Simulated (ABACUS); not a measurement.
## Run report: Fe, band-structure run (part 1 of 2)

System: Fe (P6₃/mmc, 2 atoms in the cell).
Method: Kohn-Sham DFT of a periodic cell, PBE, PseudoDojo NC SR 0.4.1 PBE standard, spin-polarised (ABACUS 3.10.1).

The structure derives from a Materials Project entry. It belongs to a series of runs on one base structure; here: bands on the converged density.

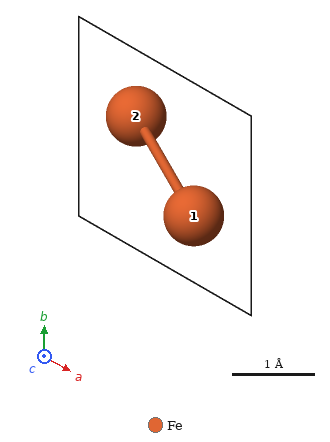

Fig. 1: The input geometry (ball-and-stick view of the cell of the calculation, along the c axis; atoms are numbered from 1 in the order of the input). Near neighbours in the crystal (not all of them lie inside the picture): Fe has 12 Fe at 2.38 to 2.43 Å.

## Input file
```
INPUT_PARAMETERS
suffix              Fe
calculation         nscf
basis_type          pw
pseudo_dir          ./
symmetry            -1
dft_functional      pbe
ecutwfc             90.0
pseudo_rcut         10
nspin               2
nbands              29
ks_solver           dav
smearing_method     fd
smearing_sigma      0.00367493
scf_thr             1e-08
scf_nmax            100
mixing_type         broyden
mixing_beta         0.4
init_chg            file
pw_diag_thr         1e-07
out_band            1
kpar                4
```

## File STRU
```
ATOMIC_SPECIES
Fe 55.8450 Fe.upf

LATTICE_CONSTANT
1.8897261246

LATTICE_VECTORS
2.4341575900 0.0000000000 0.0000000000
-1.2170787950 2.1080423098 0.0000000000
0.0000000000 0.0000000000 3.8419344700

ATOMIC_POSITIONS
Direct

Fe
0.0
2
0.6666666667 0.3333333333 0.7500000000 1 1 1 mag 3
0.3333333333 0.6666666667 0.2500000000 1 1 1 mag 3
```

## File KPT
```
K_POINTS
12
Line
0.00000000 0.00000000 0.00000000 10 // G
0.50000000 0.00000000 0.00000000 10 // M
0.33333333 0.33333333 0.00000000 10 // K
0.00000000 0.00000000 0.00000000 10 // G
0.00000000 0.00000000 0.50000000 10 // A
0.50000000 0.00000000 0.50000000 10 // L
0.33333333 0.33333333 0.50000000 10 // H
0.00000000 0.00000000 0.50000000 1 // A
0.50000000 0.00000000 0.50000000 10 // L
0.50000000 0.00000000 0.00000000 1 // M
0.33333333 0.33333333 0.00000000 10 // K
0.33333333 0.33333333 0.50000000 1 // H
```

Run as:
```bash
OMP_NUM_THREADS=1 mpirun -np 4 abacus > log
```

## What the program printed
```
ABACUS v3.10.1

               Atomic-orbital Based Ab-initio Computation at UStc

 ------------------------------------------------------------------------------------

 READING GENERAL INFORMATION
                           global_out_dir = OUT.Fe/
                           global_in_card = INPUT
                               pseudo_dir = ./
                              orbital_dir =
                                    DSIZE = 4
                                    GSIZE = 1

 READING UNITCELL INFORMATION
                                    ntype = 1
                  lattice constant (Bohr) = 1.88973
              lattice constant (Angstrom) = 1

 READING ATOM TYPE 1
                               atom label = Fe
                      L=0, number of zeta = 1
                      L=1, number of zeta = 1
                      L=2, number of zeta = 1
             number of atom for this type = 2
               magnetization of element 1 = 3

                        TOTAL ATOM NUMBER = 2
DIRECT COORDINATES
    atom                   x                   y                   z     mag                  vx                  vy                  vz
taud_Fe1            0.6666666667        0.3333333333        0.7500000000  3.0000        0.0000000000        0.0000000000        0.0000000000
taud_Fe2            0.3333333333        0.6666666667        0.2500000000  3.0000        0.0000000000        0.0000000000        0.0000000000

                          Volume (Bohr^3) = 133.038
                             Volume (A^3) = 19.7141

 Lattice vectors: (Cartesian coordinate: in unit of a_0)
             +2.43416                  +0                  +0
             -1.21708            +2.10804                  +0
                   +0                  +0            +3.84193
 Reciprocal vectors: (Cartesian coordinate: in unit of 2 pi/a_0)
             +0.41082           +0.237187                  -0
                   -0           +0.474374                  -0
                   +0                  -0           +0.260286
 The esolver type has been set to : ksdft_pw

                PAO radial cut off (Bohr) = 10

 Read in pseudopotential file is Fe.upf
                     pseudopotential type = NC
          exchange-correlation functional = PBE
                 nonlocal core correction = 1
                        valence electrons = 16
                                     lmax = 2
                           number of zeta = 4
                     number of projectors = 6
                           L of projector = 0
                           L of projector = 0
                           L of projector = 1
                           L of projector = 1
                           L of projector = 2
                           L of projector = 2
     initial pseudo atomic orbital number = 20
 The readin total magnetization is 6

 SETUP THE ELECTRONS NUMBER
            electron number of element Fe = 16
      total electron number of element Fe = 32
            AUTOSET number of electrons:  = 32
                           occupied bands = 16
                                   NBANDS = 29
                                   NLOCAL = 18

%%%%%%%%%%%%%%%%%%%%%%%%%%%%%%%%%%%%%%%%%%%%%%%%%%%%%%%%%%%%%%%%%%%%%%%%%%%%%%%%%%%%%%%%%%%%%%%%%%%%%%%%%%
 Warning: the number of valence electrons in pseudopotential > 8 for Fe: [Ar] 3d6 4s2
 Pseudopotentials with additional electrons can yield (more) accurate outcomes, but may be less efficient.
 If you're confident that your chosen pseudopotential is appropriate, you can safely ignore this warning.
%%%%%%%%%%%%%%%%%%%%%%%%%%%%%%%%%%%%%%%%%%%%%%%%%%%%%%%%%%%%%%%%%%%%%%%%%%%%%%%%%%%%%%%%%%%%%%%%%%%%%%%%%%

 SETUP THE PLANE WAVE BASIS
 energy cutoff for charge/potential (unit:Ry) = 360
            fft grid for charge/potential = [ 27, 27, 45 ]
                        fft grid division = [ 1, 1, 1 ]
        big fft grid for charge/potential = [ 27, 27, 45 ]
                                     nbxx = 32805
                                     nrxx = 32805

 SETUP PLANE WAVES FOR CHARGE/POTENTIAL
                    number of plane waves = 15319
                         number of sticks = 517

 PARALLEL PW FOR CHARGE/POTENTIAL
     PROC   COLUMNS(POT)             PW
        1            517          15319
 --------------- sum -------------------
        1            517          15319
                            number of |g| = 796
                                  max |g| = 32.5583
                                  min |g| = 0

----------- Double Check Mixing Parameters Begin ------------
mixing_type: broyden
mixing_beta: 0.4
mixing_gg0: 1
mixing_gg0_min: 0.1
mixing_beta_mag: 1.6
mixing_gg0_mag: 0
mixing_ndim: 8
----------- Double Check Mixing Parameters End ------------

 SETUP K-POINTS
                                    nspin = 2
                                   nkstot = 93
K-POINTS DIRECT COORDINATES
 KPOINTS    DIRECT_X    DIRECT_Y    DIRECT_Z  WEIGHT
       1  0.00000000  0.00000000  0.00000000  1.0000
       2  0.05000000  0.00000000  0.00000000  1.0000
       3  0.10000000  0.00000000  0.00000000  1.0000
       4  0.15000000  0.00000000  0.00000000  1.0000
       5  0.20000000  0.00000000  0.00000000  1.0000
       6  0.25000000  0.00000000  0.00000000  1.0000
       7  0.30000000  0.00000000  0.00000000  1.0000
       8  0.35000000  0.00000000  0.00000000  1.0000
       9  0.40000000  0.00000000  0.00000000  1.0000
      10  0.45000000  0.00000000  0.00000000  1.0000
      11  0.50000000  0.00000000  0.00000000  1.0000
      12  0.48333333  0.03333333  0.00000000  1.0000
      13  0.46666667  0.06666667  0.00000000  1.0000
      14  0.45000000  0.10000000  0.00000000  1.0000
      15  0.43333333  0.13333333  0.00000000  1.0000
      16  0.41666666  0.16666666  0.00000000  1.0000
      17  0.40000000  0.20000000  0.00000000  1.0000
      18  0.38333333  0.23333333  0.00000000  1.0000
      19  0.36666666  0.26666666  0.00000000  1.0000
      20  0.35000000  0.30000000  0.00000000  1.0000
      21  0.33333333  0.33333333  0.00000000  1.0000
      22  0.30000000  0.30000000  0.00000000  1.0000
      23  0.26666666  0.26666666  0.00000000  1.0000
      24  0.23333333  0.23333333  0.00000000  1.0000
      25  0.20000000  0.20000000  0.00000000  1.0000
      26  0.16666666  0.16666666  0.00000000  1.0000
      27  0.13333333  0.13333333  0.00000000  1.0000
      28  0.10000000  0.10000000  0.00000000  1.0000
      29  0.06666667  0.06666667  0.00000000  1.0000
      30  0.03333333  0.03333333  0.00000000  1.0000
[... 63 further k points ...]

           k-point number in this process = 24
       minimum distributed K point number = 23
                             nks(nspin=2) = 48
                          nkstot(nspin=2) = 186

[... K-POINTS CARTESIAN COORDINATES: 48 rows ...]

[... K-POINTS DIRECT COORDINATES: 48 rows ...]

 SETUP PLANE WAVES FOR WAVE FUNCTIONS
     energy cutoff for wavefunc (unit:Ry) = 90
              fft grid for wave functions = [ 27, 27, 45 ]
                    number of plane waves = 2563
                         number of sticks = 163

 PARALLEL PW FOR WAVE FUNCTIONS
     PROC   COLUMNS(POT)             PW
        1            163           2563
 --------------- sum -------------------
        1            163           2563

 SETUP NONLOCAL PSEUDOPOTENTIALS IN PLANE WAVE BASIS
 Fe non-local projectors:
 projector 1 L=0
 projector 2 L=0
 projector 3 L=1
 projector 4 L=1
 projector 5 L=2
 projector 6 L=2
      TOTAL NUMBER OF NONLOCAL PROJECTORS = 36

 Init Non-Local PseudoPotential table :
 Init Non-Local-Pseudopotential done.

                                     npwx = 1928

 Make real space PAO into reciprocal space.
       max mesh points in Pseudopotential = 1001
     dq(describe PAO in reciprocal space) = 0.01
                                    max q = 1143

 number of pseudo atomic orbitals for Fe is 4
WARNING: norm of atomic wavefunction # 4 of atomic type Fe is 0.999905, renormalized

 -------------------------------------------
 NONSELF-CONSISTENT
 -------------------------------------------
                                 init_chg = file
 try to read charge from file
 Read in the charge density: OUT.Fe//Fe-CHARGE-DENSITY.restart

 PW ALGORITHM --------------- ION=   1  ELEC=   1--------------------------------
 k(1/186) Iter steps (avg)=12 threshold=1e-07
 k(2/186) Iter steps (avg)=11 threshold=1e-07
 k(3/186) Iter steps (avg)=12 threshold=1e-07
 k(4/186) Iter steps (avg)=12 threshold=1e-07
 k(5/186) Iter steps (avg)=11 threshold=1e-07
 k(6/186) Iter steps (avg)=13 threshold=1e-07
 k(7/186) Iter steps (avg)=11 threshold=1e-07
 k(8/186) Iter steps (avg)=10 threshold=1e-07
 k(9/186) Iter steps (avg)=9 threshold=1e-07
 k(10/186) Iter steps (avg)=9 threshold=1e-07
 k(11/186) Iter steps (avg)=9 threshold=1e-07
 k(12/186) Iter steps (avg)=9 threshold=1e-07
 k(13/186) Iter steps (avg)=10 threshold=1e-07
 k(14/186) Iter steps (avg)=10 threshold=1e-07
 k(15/186) Iter steps (avg)=11 threshold=1e-07
 k(16/186) Iter steps (avg)=12 threshold=1e-07
 k(17/186) Iter steps (avg)=13 threshold=1e-07
 k(18/186) Iter steps (avg)=13 threshold=1e-07
 k(19/186) Iter steps (avg)=15 threshold=1e-07
 k(20/186) Iter steps (avg)=18 threshold=1e-07
 k(21/186) Iter steps (avg)=15 threshold=1e-07
 k(22/186) Iter steps (avg)=18 threshold=1e-07
 k(23/186) Iter steps (avg)=15 threshold=1e-07
 k(24/186) Iter steps (avg)=13 threshold=1e-07
 k(25/186) Iter steps (avg)=12 threshold=1e-07
 k(26/186) Iter steps (avg)=11 threshold=1e-07
 k(27/186) Iter steps (avg)=12 threshold=1e-07
 k(28/186) Iter steps (avg)=12 threshold=1e-07
 k(29/186) Iter steps (avg)=12 threshold=1e-07
 k(30/186) Iter steps (avg)=13 threshold=1e-07
 k(31/186) Iter steps (avg)=11 threshold=1e-07
 k(32/186) Iter steps (avg)=10 threshold=1e-07
 k(33/186) Iter steps (avg)=9 threshold=1e-07
 k(34/186) Iter steps (avg)=9 threshold=1e-07
 k(35/186) Iter steps (avg)=9 threshold=1e-07
 k(36/186) Iter steps (avg)=9 threshold=1e-07
 k(37/186) Iter steps (avg)=10 threshold=1e-07
 k(38/186) Iter steps (avg)=10 threshold=1e-07
 k(39/186) Iter steps (avg)=10 threshold=1e-07
 k(40/186) Iter steps (avg)=12 threshold=1e-07
 k(41/186) Iter steps (avg)=12 threshold=1e-07
 k(42/186) Iter steps (avg)=14 threshold=1e-07
 k(43/186) Iter steps (avg)=15 threshold=1e-07
 k(44/186) Iter steps (avg)=16 threshold=1e-07
 k(45/186) Iter steps (avg)=16 threshold=1e-07
 k(46/186) Iter steps (avg)=17 threshold=1e-07
```
